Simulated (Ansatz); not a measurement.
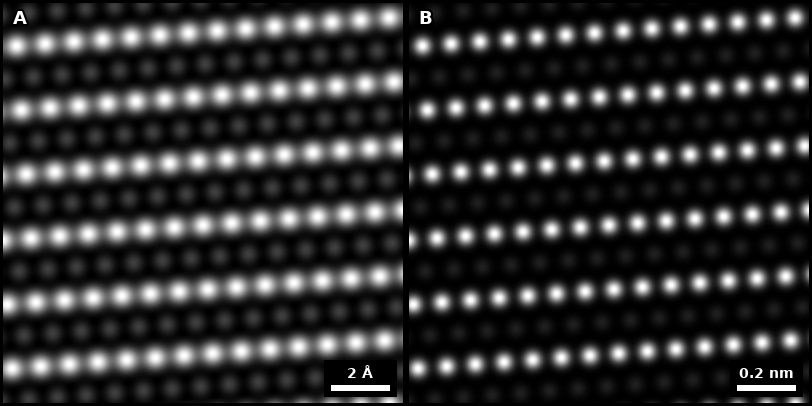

Two simulated images of the same area of CoO (F-43m, No. 216) along [210], with a probe of 0.50 Å. One is incoherent Z contrast (Z^1.7 per atom), the other the projected potential of neutral atoms blurred by the probe (iDPC-like, thin sample). Brightness is counted from the darkest point of the image. Structure used: coordinates from a relaxation with Ansatz 0.2.0, DFT, PBE, PAW with Ansatz's default frozen-core files, scalar-relativistic; the starting structure was generated, so it need not be a known form of this composition.

**Which panel is which, and how can one tell?**

B is the Z-contrast image and A the potential image. The columns of 1 O per repeat reach about 12 % of the brightest peak (1 Co) in B but about 25 % in A, mainly since the potential grows much more slowly with atomic number.
